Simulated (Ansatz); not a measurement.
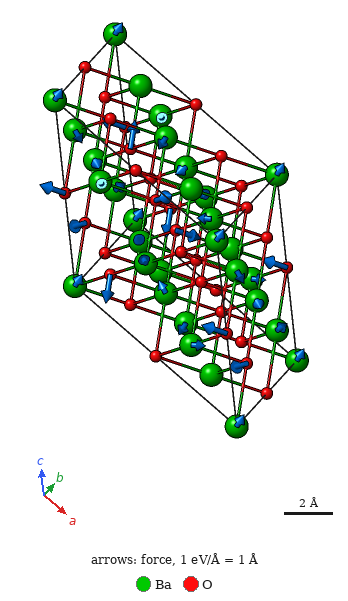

Starting geometry of a defect cell of composition Ba$_{15}$O$_{16}$ with the computed forces as blue arrows. A ball-and-stick model of the cell of the calculation (origin shifted), seen slightly off an axis.

Case: Ba vacancy (site a), charge +0, atoms relaxed at the host's cell.

Theory: Ansatz 0.2.0, DFT PBE, scalar-relativistic, plane waves, PAW.

The input:
```yaml
crystal:
  lattice:
    - [5.5739975432, 5.5739975432, 5.5739975432]
    - [5.5739975432, -5.5739975432, -5.5739975432]
    - [-5.5739975432, 5.5739975432, -5.5739975432]
  atoms:
    - { symbol: Ba, position: [0.0, 0.0, 0.0] }
    - { symbol: Ba, position: [0.75, 0.75, 0.5] }
    - { symbol: Ba, position: [0.25, 0.0, 0.75] }
    - { symbol: Ba, position: [0.0, 0.75, 0.25] }
    - { symbol: Ba, position: [0.5, 0.0, 0.5] }
    - { symbol: Ba, position: [0.25, 0.75, 0.0] }
    - { symbol: Ba, position: [0.75, 0.5, 0.75] }
    - { symbol: Ba, position: [0.0, 0.5, 0.5] }
    - { symbol: Ba, position: [0.5, 0.75, 0.75] }
    - { symbol: Ba, position: [0.75, 0.25, 0.0] }
    - { symbol: Ba, position: [0.25, 0.5, 0.25] }
    - { symbol: Ba, position: [0.5, 0.5, 0.0] }
    - { symbol: Ba, position: [0.0, 0.25, 0.75] }
    - { symbol: Ba, position: [0.25, 0.25, 0.5] }
    - { symbol: Ba, position: [0.5, 0.25, 0.25] }
    - { symbol: O, position: [0.5, 0.75, 0.25], spin: 0.333 }
    - { symbol: O, position: [0.75, 0.75, 0.0], spin: 0.333 }
    - { symbol: O, position: [0.5, 0.5, 0.5] }
    - { symbol: O, position: [0.0, 0.75, 0.75] }
    - { symbol: O, position: [0.75, 0.5, 0.25] }
    - { symbol: O, position: [0.25, 0.75, 0.5] }
    - { symbol: O, position: [0.0, 0.5, 0.0] }
    - { symbol: O, position: [0.5, 0.25, 0.75] }
    - { symbol: O, position: [0.75, 0.25, 0.5], spin: 0.333 }
    - { symbol: O, position: [0.25, 0.5, 0.75] }
    - { symbol: O, position: [0.5, 0.0, 0.0], spin: 0.333 }
    - { symbol: O, position: [0.0, 0.25, 0.25], spin: 0.333 }
    - { symbol: O, position: [0.25, 0.25, 0.0] }
    - { symbol: O, position: [0.75, 0.0, 0.75] }
    - { symbol: O, position: [0.0, 0.0, 0.5], spin: 0.333 }
    - { symbol: O, position: [0.25, 0.0, 0.25] }
  host:
    lattice:
      - [0.0, 2.7869987716, 2.7869987716]
      - [2.7869987716, 0.0, 2.7869987716]
      - [2.7869987716, 2.7869987716, 0.0]
    atoms:
      - { symbol: Ba, position: [0.0, 0.0, 0.0] }
      - { symbol: O, position: [0.5, 0.5, 0.5] }
basis:
  ecutwfc: 420
  xc_grid: 2
kpoints:
  mp_grid: { grid: [2, 2, 2], shift: [0.5, 0.5, 0.5] }
hamiltonian:
  xc: pbe
scf:
  occupations: { method: gaussian, width: 0.01 }
output:
  forces: true
  stress: false
  eigenvalues: true
  populations: true
  charged_corrections: { defect_position: [0.75, 0.0, 0.25] }
  write_density: true
  write_potential: true
  elf: true
  volumetric_format: npy
magnetization:
  spin_polarized: true
relax:
  adjacent_minimum: "off"
  f_tol: 0.025
  max_steps: 45
```

Launched with:
```bash
ansatz run input.yaml --threads 4 --pin off --max-ram 6144MiB --backend cpu --events-out ev --progress --plain --runs-dir out
```

What follows when this structure is relaxed?

Answer. It isn't relaxed: the largest force vector, on O atoms, is 1.30 eV/Å. The atoms end up moving mostly along the starting forces (cosine between the two patterns 0.95). The energy falls by 1.293 eV per cell of the calculation in 3 accepted moves (4 points after the start). Largest force component: 1.3 eV/Å at the start, 0.018 eV/Å at the end. 1 step only repeated the SCF at the same geometry. The largest moves, 0.25 Å, are those of O16, O17, O24, O26, O27 and O30. O27 goes along [1 1 0]. By element the largest moves are O 0.25 Å, Ba 0.05 Å. The cell doesn't change. Near-neighbour distances that change, for instance: Ba11–O16 2.787 → 2.536 Å, Ba10–O22 2.787 → 2.825 Å, Ba10–O26 2.787 → 2.765 Å. Bond angles that change, for instance: Ba1–O17–Ba12 180.0° → 168.0°, O17–Ba1–O27 90.0° → 102.0°, O17–Ba1–O28 180.0° → 173.2°.
